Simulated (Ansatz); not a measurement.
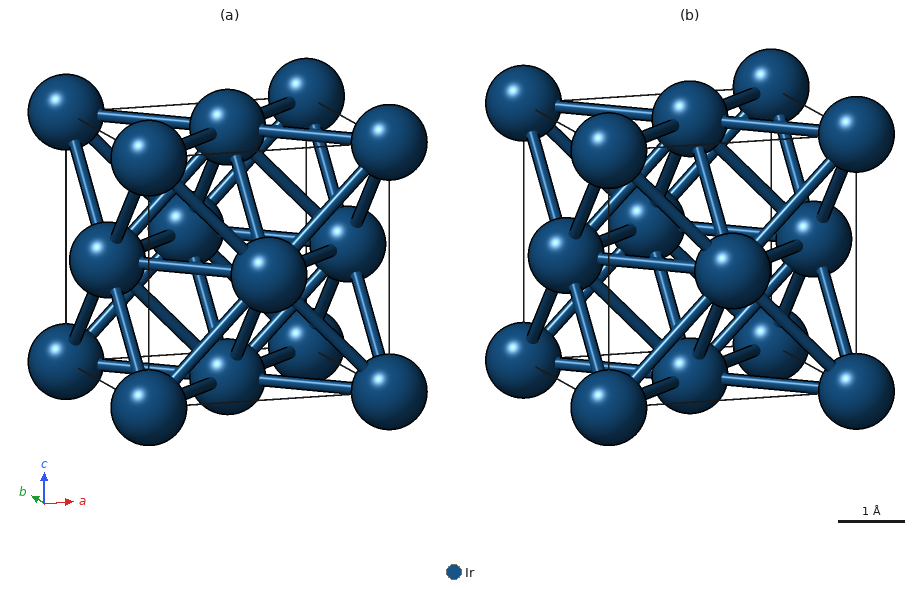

Left: solid Ir (set up in Fm-3m). Right: the same structure after one change, at the same scale. The picture is a ball-and-stick view of the conventional cell (2 times the calculation's cell), seen slightly off an axis. Lengths and directions refer to the drawn axes.

All numbers below come from DFT PBE, scalar-relativistic, plane waves, PAW in Ansatz. (plane-wave cutoff 420 eV; k-point mesh 18 × 18 × 14; occupations gaussian; smearing width 0.1 eV; no spin polarisation)

Which change leads from the left to the right?

Equal strain along all axes, +3.0 %, is applied. Symmetry leaves the atoms no freedom, so this is a single point.

What does the change do?

The energy rises by 113 meV per atom. The pressure goes from 0.0 to −24.6 GPa. All forces vanish by symmetry. Some distances before and after: Ir–Ir 2.737 → 2.819 Å. The space group stays Fm-3m (No. 225).
